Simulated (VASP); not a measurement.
# Nb: surface energy and work function by face

Aim: compare the low-index faces of Nb at one level of theory.

Program: VASP 6.6.1. Level of theory: PBE; plane waves and PAW (Nb_pv). Results are calculated unless marked as measured.

## Step 1: Starting point

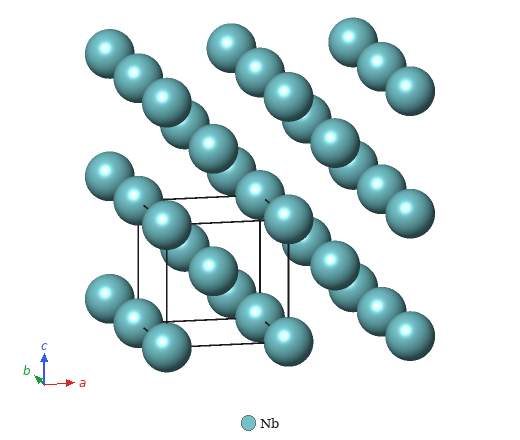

Start, viewed slightly off an axis; niobium teal. 2×2×2 cells are drawn. This picture shows the conventional cell, with its axes. Some periodic images of atoms are drawn too.

As a file:

```xyz
1
Lattice="-1.6500 1.6500 1.6500 1.6500 -1.6500 1.6500 1.6500 1.6500 -1.6500" Properties=species:S:1:pos:R:3 pbc="T T T"
Nb    0.0000    0.0000    0.0000
```

## Step 2: The bulk reference, job relaxation, k-mesh 16×16×16

The bulk crystal is relaxed first, so that the slabs are cut at this functional's lattice.

Contents of INCAR:

```
SYSTEM = Nb
PREC = Accurate
ENCUT = 420
EDIFF = 1E-06
NELM = 120
ISMEAR = 1
SIGMA = 0.15
LREAL = .FALSE.
ALGO = Normal
GGA = PE
NBANDS = 11
LASPH = .TRUE.
LORBIT = 11
LWAVE = .FALSE.
LCHARG = .FALSE.
KPAR = 4
IBRION = 2
NSW = 30
ISIF = 3
EDIFFG = -0.01
POTIM = 0.4
```

Contents of POSCAR:

```
Nb
1.0
   -1.6500000000      1.6500000000      1.6500000000
    1.6500000000     -1.6500000000      1.6500000000
    1.6500000000      1.6500000000     -1.6500000000
Nb
1
Direct
    0.0000000000      0.0000000000      0.0000000000
```

Contents of KPOINTS:

```
Automatic mesh
0
Gamma
16 16 16
0 0 0
```

Potentials, in the order of the species: Nb_pv (PBE family, release 64).

The run is started by

```console
$ mpirun -np 4 vasp_std
```

The log of the run:

```text
[banner, memory and clock lines left out]
running    4 mpi-ranks, on    1 nodes
 distrk:  each k-point on    1 cores,    4 groups
 distr:  one band on    1 cores,    1 groups

 POSCAR found type information on POSCAR Nb
 POSCAR found :  1 types and       1 ions
 LDA part: xc-table for (Slater+PW92), standard interpolation
 POSCAR, INCAR and KPOINTS ok, starting setup
 FFT: planning ... GRIDC
 FFT: planning ... GRID_SOFT
 FFT: planning ... GRID
 WAVECAR not read
 entering main loop
       N       E                     dE             d eps       ncg     rms          rms(c)
DAV:   1     0.591167606815E+02    0.59117E+02   -0.54577E+03  3374   0.865E+02
DAV:   2    -0.888636737686E+01   -0.68003E+02   -0.64131E+02  3274   0.293E+02
DAV:   3    -0.105670779973E+02   -0.16807E+01   -0.15906E+01  4492   0.489E+01
DAV:   4    -0.105842758742E+02   -0.17198E-01   -0.17154E-01  4247   0.330E+00
DAV:   5    -0.105843864947E+02   -0.11062E-03   -0.11061E-03  3885   0.274E-01    0.176E+01
DAV:   6    -0.101872379975E+02    0.39715E+00   -0.39828E-01  5145   0.957E+00    0.776E+00
DAV:   7    -0.100909136330E+02    0.96324E-01   -0.21105E-01  5160   0.683E+00    0.471E-01
DAV:   8    -0.100886611345E+02    0.22525E-02   -0.34778E-03  3903   0.785E-01    0.147E-01
DAV:   9    -0.100886851867E+02   -0.24052E-04   -0.58110E-05  4728   0.115E-01    0.120E-02
DAV:  10    -0.100886731928E+02    0.11994E-04   -0.27338E-06  3683   0.177E-02    0.183E-03
DAV:  11    -0.100886728202E+02    0.37262E-06   -0.66776E-08  1964   0.434E-03
   1 F= -.10088673E+02 E0= -.10088699E+02  d E =-.100887E+02
 curvature:   0.00 expect dE= 0.000E+00 dE for cont linesearch  0.000E+00
 trial: gam= 0.00000 g(F)=  0.244E-62 g(S)=  0.166E-01 ort = 0.000E+00 (trialstep = 0.100E+01)
 search vector abs. value=  0.166E-01
 bond charge predicted
       N       E                     dE             d eps       ncg     rms          rms(c)
DAV:   1    -0.102279776645E+02   -0.13930E+00   -0.30647E+00  3352   0.225E+01    0.477E+00
DAV:   2    -0.101035192528E+02    0.12446E+00   -0.16981E-01  4872   0.660E+00    0.109E+00
DAV:   3    -0.100855579322E+02    0.17961E-01   -0.41578E-02  5115   0.328E+00    0.655E-01
DAV:   4    -0.100862082960E+02   -0.65036E-03   -0.15624E-03  4389   0.541E-01    0.599E-02
DAV:   5    -0.100862118881E+02   -0.35921E-05   -0.23184E-05  4101   0.442E-02    0.130E-02
DAV:   6    -0.100862115598E+02    0.32825E-06   -0.21183E-06  3321   0.909E-03
   2 F= -.10086212E+02 E0= -.10086346E+02  d E =0.246126E-02
 trial-energy change:    0.002461  1 .order    0.002186   -0.016617    0.020990
 step:   0.4311(harm=  0.4419)  dis= 0.00000  next Energy=   -10.092233 (dE=-0.356E-02)
 bond charge predicted
       N       E                     dE             d eps       ncg     rms          rms(c)
DAV:   1    -0.101375479744E+02   -0.51336E-01   -0.95661E-01  3581   0.123E+01    0.289E+00
DAV:   2    -0.100981863116E+02    0.39362E-01   -0.51274E-02  4911   0.370E+00    0.607E-01
DAV:   3    -0.100920035813E+02    0.61827E-02   -0.13517E-02  5103   0.188E+00    0.427E-01
DAV:   4    -0.100922040928E+02   -0.20051E-03   -0.45145E-04  4493   0.313E-01    0.894E-02
DAV:   5    -0.100922193343E+02   -0.15241E-04   -0.15962E-05  4790   0.507E-02    0.160E-02
DAV:   6    -0.100922174807E+02    0.18535E-05   -0.37614E-07  1997   0.105E-02    0.151E-03
DAV:   7    -0.100922172707E+02    0.21002E-06   -0.77402E-08  1718   0.280E-03
   3 F= -.10092217E+02 E0= -.10092273E+02  d E =-.354445E-02
 curvature:  -0.22 expect dE=-0.339E-08 dE for cont linesearch -0.339E-08
 trial: gam= 0.00000 g(F)=  0.206E-62 g(S)=  0.153E-07 ort =-0.160E-04 (trialstep = 0.886E+00)
 search vector abs. value=  0.154E-07
 reached required accuracy - stopping structural energy minimisation
```

Run time: 14 s. Hardware: 4 MPI ranks of Intel Xeon Platinum 8488C (Sapphire Rapids), shared host; peak memory 0.59 GiB.

The logs omit lines about the potential files and the build; timing stands in the text.

OUTCAR, selected parts (step 2):

```text
ion  position               nearest neighbor table
   1  0.000  0.000  0.000-

  LATTYP: Found a body centered cubic cell.
 ALAT       =     3.3000000000

 Subroutine GETGRP returns: Found 48 space group operations
 (whereof 48 operations were pure point group operations)

The static configuration has the point symmetry O_h .

 Found    145 irreducible k-points:

   k-points           NKPTS =    145   k-points in BZ     NKDIM =    145   number of bands    NBANDS=     11

   dimension x,y,z NGX =    20 NGY =   20 NGZ =   20
   dimension x,y,z NGXF=    40 NGYF=   40 NGZF=   40

   ENCUT  =  420.0 eV  30.87 Ry    5.56 a.u.   4.78  4.78  4.78*2*pi/ulx,y,z

   NELECT =      11.0000    total number of electrons

 k-points in reciprocal lattice and weights: Automatic mesh
   0.00000000  0.00000000  0.00000000       0.000
   0.06250000  0.00000000  0.00000000       0.003
   0.12500000  0.00000000  0.00000000       0.003
   0.18750000  0.00000000  0.00000000       0.003
   0.25000000  0.00000000  0.00000000       0.003
   0.31250000  0.00000000  0.00000000       0.003
   0.37500000  0.00000000  0.00000000       0.003
   0.43750000  0.00000000  0.00000000       0.003
   0.50000000  0.00000000  0.00000000       0.001
[...]
0.50000000  0.50000000  0.43750000       0.003
   0.50000000  0.50000000  0.50000000       0.000

 average (electrostatic) potential at core
       1 -35.1705

 E-fermi :   4.8586

 k-point     1 :       0.0000    0.0000    0.0000
  band No.  band energies     occupation
      1     -24.9033      2.00000
      2     -24.9033      2.00000
      3     -24.9033      2.00000
      4      -1.0578      2.00000
      5       5.2025     -0.00556
      6       5.2025     -0.00556
      7       5.2025     -0.00556
      8       8.0547      0.00000
      9       8.0547      0.00000
    ...

 k-point     2 :       0.0625    0.0000    0.0000
  band No.  band energies     occupation
      1     -24.9564      2.00000
      2     -24.9193      2.00000
      3     -24.9037      2.00000
      4      -0.8987      2.00000
      5       5.1071     -0.04090
      6       5.1825     -0.00924
      7       5.3568     -0.00003
      8       7.9135      0.00000
      9       8.0583      0.00000
    ...

 k-point     3 :       0.1250    0.0000    0.0000
  band No.  band energies     occupation
      1     -25.1058      2.00000
      2     -24.9647      2.00000
      3     -24.9048      2.00000
      4      -0.4481      2.00000
      5       4.8477      1.12208
      6       5.0894     -0.05178
      7       5.8120     -0.00000
      8       7.6333     -0.00000
      9       8.0769      0.00000
     10      20.6690      0.00000
    ...

  Total       -0.0003639     -0.0003639     -0.0003639     -0.0000000      0.0000000     -0.0000000
  in kB       -0.0318422     -0.0318422     -0.0318422     -0.0000000      0.0000000     -0.0000000
  external PRESSURE =      -0.0318422 kB  Pullay stress =       0.0000000 kB

  energy-cutoff  :      420.00
  volume of cell :       18.31
      direct lattice vectors                 reciprocal lattice vectors
    -1.660400316  1.660400316  1.660400316     0.000000000  0.301132200  0.301132200
     1.660400316 -1.660400316  1.660400316     0.301132200  0.000000000  0.301132200
     1.660400316  1.660400316 -1.660400316     0.301132200  0.301132200  0.000000000

 POSITION                                       TOTAL-FORCE (eV/Angst)
 -----------------------------------------------------------------------------------
      0.00000      0.00000      0.00000         0.000000     -0.000000     -0.000000
 -----------------------------------------------------------------------------------
    total drift:                                0.000000     -0.000000      0.000000

  FREE ENERGIE OF THE ION-ELECTRON SYSTEM (eV)
  ---------------------------------------------------
  free  energy   TOTEN  =       -10.0922172707 eV

  energy  without entropy=      -10.0923848374  energy(sigma->0) =      -10.09227313

 reached required accuracy - stopping structural energy minimisation

 total charge
# of ion       s       p       d       tot
------------------------------------------
    1        0.420   6.291   3.084   9.795

[... 3 further parts left out ...]
```

CONTCAR:

```
Nb
   1.00000000000000
    -1.6604003163323890    1.6604003163323890    1.6604003163323890
     1.6604003163323890   -1.6604003163323890    1.6604003163323890
     1.6604003163323890    1.6604003163323890   -1.6604003163323890
  Nb
     1
Direct
     0.0000000000000000    0.0000000000000000    0.0000000000000000
```

This run has no spin polarisation. Its electron count is odd, so without a moment it is a metal by construction. The run keeps the 48 symmetry operations of its start, so it cannot find a distortion of lower symmetry.

The steps of the relaxation:

| step | energy less that of the first step (eV) | largest force (eV/Å) | pressure (GPa) | volume (Å³) |
| --- | --- | --- | --- | --- |
| 1 | 0.0000 | 0.0000 | 3.38 | 17.97 |
| 2 | 0.0025 | 0.0000 | -4.08 | 18.77 |
| 3 | -0.0035 | 0.0000 | 0.00 | 18.31 |

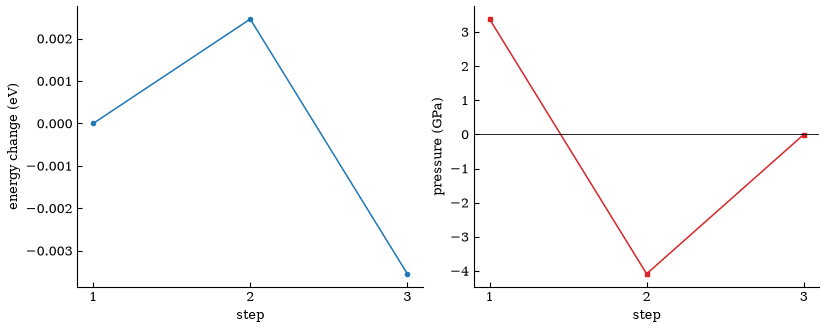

Energy and pressure along the relaxation.

```
conventional cell, symmetrised  before  after  change
                         a (Å)   3.300  3.321  +0.6 %
                         b (Å)   3.300  3.321  +0.6 %
                         c (Å)   3.300  3.321  +0.6 %
              volume (Å³/atom)   17.97  18.31  +1.9 %
```

Final coordinates:

```xyz
1
Lattice="-1.6604 1.6604 1.6604 1.6604 -1.6604 1.6604 1.6604 1.6604 -1.6604" Properties=species:S:1:pos:R:3 pbc="T T T"
Nb    0.0000    0.0000    0.0000
```

This step gave:

```yaml
electronic_cycles: 24
electrons: 11
free_energy_toten: -10.09 eV
energy_at_zero_smearing: -10.09 eV
fermi_energy: 4.859 eV
metallic: yes
```

The run ended after 3 ionic steps, 0.004 eV below its first step, once forces and stress met EDIFFG = -0.01.

Energy at zero smearing: -10.09227 eV.

## Step 3: The bulk reference, job self-consistent run, k-mesh 20×20×20

Contents of INCAR:

```
SYSTEM = Nb
PREC = Normal
ENCUT = 320
EDIFF = 1E-06
NELM = 120
ISMEAR = 1
SIGMA = 0.15
LREAL = .FALSE.
ALGO = Fast
GGA = PE
NBANDS = 11
LASPH = .TRUE.
LORBIT = 11
LWAVE = .FALSE.
LCHARG = .FALSE.
KPAR = 4
```

Contents of POSCAR:

```
Nb
1.0
   -1.6604003163      1.6604003163      1.6604003163
    1.6604003163     -1.6604003163      1.6604003163
    1.6604003163      1.6604003163     -1.6604003163
Nb
1
Direct
    0.0000000000      0.0000000000      0.0000000000
```

Contents of KPOINTS:

```
Automatic mesh
0
Gamma
20 20 20
0 0 0
```

The run is started by

```console
$ mpirun -np 4 vasp_std
```

The log of the run:

```text
[... set-up lines as in an earlier step ...]
 entering main loop
       N       E                     dE             d eps       ncg     rms          rms(c)
DAV:   1     0.384308276277E+02    0.38431E+02   -0.48553E+03  6671   0.716E+02
DAV:   2    -0.969670578225E+01   -0.48128E+02   -0.45731E+02  5874   0.233E+02
DAV:   3    -0.105977745449E+02   -0.90107E+00   -0.87929E+00  8170   0.350E+01
DAV:   4    -0.106036376527E+02   -0.58631E-02   -0.58587E-02  7379   0.193E+00
DAV:   5    -0.106036829680E+02   -0.45315E-04   -0.45314E-04  6962   0.179E-01    0.173E+01
RMM:   6    -0.101769516779E+02    0.42673E+00   -0.28134E-01  6857   0.710E+00    0.683E+00
RMM:   7    -0.100901182657E+02    0.86833E-01   -0.55144E-01  8236   0.642E+00    0.500E-01
RMM:   8    -0.100892095375E+02    0.90873E-03   -0.19575E-02  8450   0.178E+00    0.818E-01
RMM:   9    -0.100884253313E+02    0.78421E-03   -0.43493E-03  8038   0.560E-01    0.468E-01
RMM:  10    -0.100880759116E+02    0.34942E-03   -0.70443E-04  7276   0.334E-01    0.103E-01
RMM:  11    -0.100880897176E+02   -0.13806E-04   -0.20489E-04  7297   0.128E-01    0.302E-02
RMM:  12    -0.100880888256E+02    0.89199E-06   -0.13431E-05  7204   0.449E-02    0.317E-03
RMM:  13    -0.100880878235E+02    0.10021E-05   -0.23805E-06  5232   0.217E-02    0.286E-03
RMM:  14    -0.100880878319E+02   -0.83976E-08   -0.39207E-07  4152   0.121E-02
   1 F= -.10088088E+02 E0= -.10088434E+02  d E =0.103715E-02
```

Elapsed: 5 s, on 4 MPI ranks; peak memory 0.5 GiB; 17 s of CPU time.

From OUTCAR (step 3):

```text
  LATTYP: Found a body centered cubic cell.
 ALAT       =     3.3208006326

The static configuration has the point symmetry O_h .

 Found    256 irreducible k-points:

   k-points           NKPTS =    256   k-points in BZ     NKDIM =    256   number of bands    NBANDS=     11

   dimension x,y,z NGX =    14 NGY =   14 NGZ =   14
   dimension x,y,z NGXF=    28 NGYF=   28 NGZF=   28

   ENCUT  =  320.0 eV  23.52 Ry    4.85 a.u.   4.19  4.19  4.19*2*pi/ulx,y,z

   NELECT =      11.0000    total number of electrons

 E-fermi :   4.8599

 k-point     1 :       0.0000    0.0000    0.0000
  band No.  band energies     occupation
      1     -24.9087      2.00000
      2     -24.9087      2.00000
      3     -24.9087      2.00000
      4      -1.0577      2.00000
      5       5.2014     -0.00592
      6       5.2014     -0.00592
      7       5.2014     -0.00592
      8       8.0533      0.00000
      9       8.0533      0.00000
    ...

 k-point     2 :       0.0500    0.0000    0.0000
  band No.  band energies     occupation
      1     -24.9430      2.00000
      2     -24.9191      2.00000
      3     -24.9090      2.00000
      4      -0.9553      2.00000
      5       5.1398     -0.02404
      6       5.1890     -0.00813
      7       5.2999     -0.00027
      8       7.9598      0.00000
      9       8.0553      0.00000
    ...

  Total       -0.0432387     -0.0432387     -0.0432387     -0.0000000     -0.0000000     -0.0000000
  in kB       -3.7834260     -3.7834260     -3.7834260     -0.0000000     -0.0000000     -0.0000000
  external PRESSURE =      -3.7834260 kB  Pullay stress =       0.0000000 kB

  energy-cutoff  :      320.00
  volume of cell :       18.31
      direct lattice vectors                 reciprocal lattice vectors
    -1.660400316  1.660400316  1.660400316     0.000000000  0.301132200  0.301132200
     1.660400316 -1.660400316  1.660400316     0.301132200  0.000000000  0.301132200
     1.660400316  1.660400316 -1.660400316     0.301132200  0.301132200  0.000000000

 POSITION                                       TOTAL-FORCE (eV/Angst)
 -----------------------------------------------------------------------------------
      0.00000      0.00000      0.00000         0.000000     -0.000000      0.000000
 -----------------------------------------------------------------------------------
    total drift:                               -0.000000     -0.000000     -0.000000

  FREE ENERGIE OF THE ION-ELECTRON SYSTEM (eV)
  ---------------------------------------------------
  free  energy   TOTEN  =       -10.0880878319 eV

  energy  without entropy=      -10.0891249801  energy(sigma->0) =      -10.08843355

 total charge
# of ion       s       p       d       tot
------------------------------------------
    1        0.420   6.292   3.089   9.801

[... 2 parts as in an earlier step ...]

[... 6 further parts left out ...]
```

This step gave:

```yaml
electronic_cycles: 14
fermi_energy: 4.860 eV
```

Energy at zero smearing: -10.08843 eV.

The run ends at a pressure of -0.38 GPa.

(Continued in part 2 of 6.)

[Lines on the potential files, build, host, timing and source positions are cut from VASP's logs without a mark.]

[Logs are printed without paths, hosts, clocks, repeated set-up lines and the standing remarks that a program may print on its own settings, such as how far it seeks lower states.]

[Hosts, paths, dates, database ids (printed as entryN), source tags and the programs' standing remarks are cut or masked in the printed files.]

[Runs that stopped without an error message from VASP are left out.]
